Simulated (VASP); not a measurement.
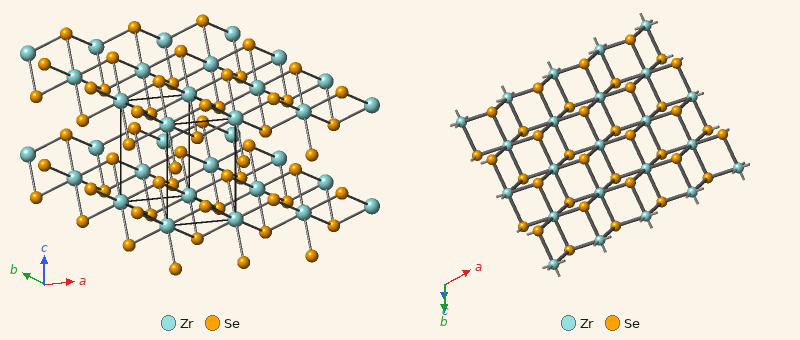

Left: the structure. Right: its underlying net. Nodes are coloured by element. One layer is drawn. Edges to nodes outside the piece are drawn as stubs.

System ZrSe2 (space group P-3m1, No. 164); source of the atomic positions: an entry of the Crystallography Open Database, as set up for an electronic-structure calculation.

Bonds are taken as Se–Zr below 3 Å; no other contact counts. Simplification: prune 0- and 1-connected atoms, fold 2-connected ones into links.

The result is a binodal (3,6)-connected, two-periodic (layers) net: Se is a 3-connected node; Zr is a 6-connected node, in the ratio 2:1. It is the kgd net, known from the layers of CdI2 (1T type). The layers lie parallel to (001).

```tsv
node	links	point symbol	coordination sequence
Se	3	4³	3 12 9 24 15
Zr	6	4⁶·6⁶·8³	6 6 18 12 30
```
